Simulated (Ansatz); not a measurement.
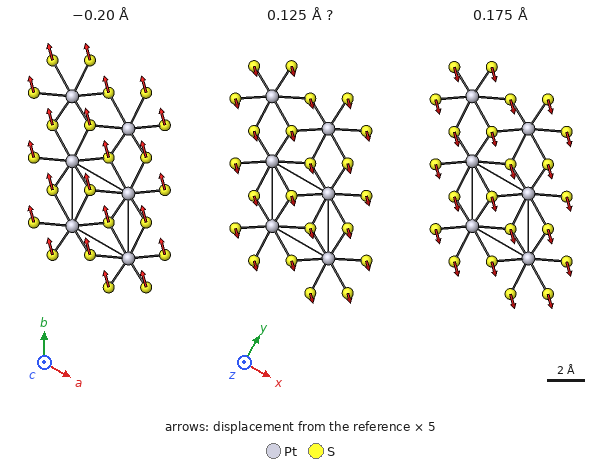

A scan of a crystal of PtS2 (P-3m1): the whole S sublattice is shifted rigidly, along Cartesian [1 -1 0], all else fixed. A ball-and-stick model of the cell of the calculation, repeated 1 × 2 × 1 with one cell outlined, seen along the c axis. Red arrows: displacements from the reference.

The calculation used DFT PBEsol, scalar-relativistic, plane waves, PAW (Ansatz). (plane-wave cutoff 420 eV; k-point mesh 12 × 12 × 8; occupations gaussian; smearing width 0.05 eV; no spin polarisation). Energies (free energies at the smearing named) are counted from the cell as listed in its source, which wasn't relaxed.

```json
{"displacement (Å)": "−0.200", "energy change (meV/cell)": "317"}
{"displacement (Å)": "−0.100", "energy change (meV/cell)": "79"}
{"displacement (Å)": "0.000", "energy change (meV/cell)": "0"}
{"displacement (Å)": "0.050", "energy change (meV/cell)": "20"}
{"displacement (Å)": "0.125", "energy change (meV/cell)": "?"}
{"displacement (Å)": "0.150", "energy change (meV/cell)": "178"}
{"displacement (Å)": "0.175", "energy change (meV/cell)": "242"}
```

**One row is withheld. What is its energy?**

A straight line between the two neighbours gives 138 meV/cell. A cubic through the four nearest rows (0.000, 0.050, 0.150, 0.175) gives, with Lagrange weights, (−0.0714)(0) + (0.2500)(20) + (1.2500)(178) + (−0.4286)(242) = 124 meV/cell. The calculation gives 123 meV/cell, so the cubic is 1 meV/cell too high and the straight line 15 meV/cell too high, as the curve bends upwards here.

The whole profile:

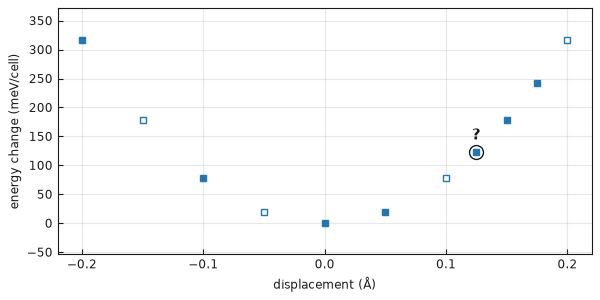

Limits of the set-up: layers or molecules are held without a dispersion correction, so their spacing is unreliable.
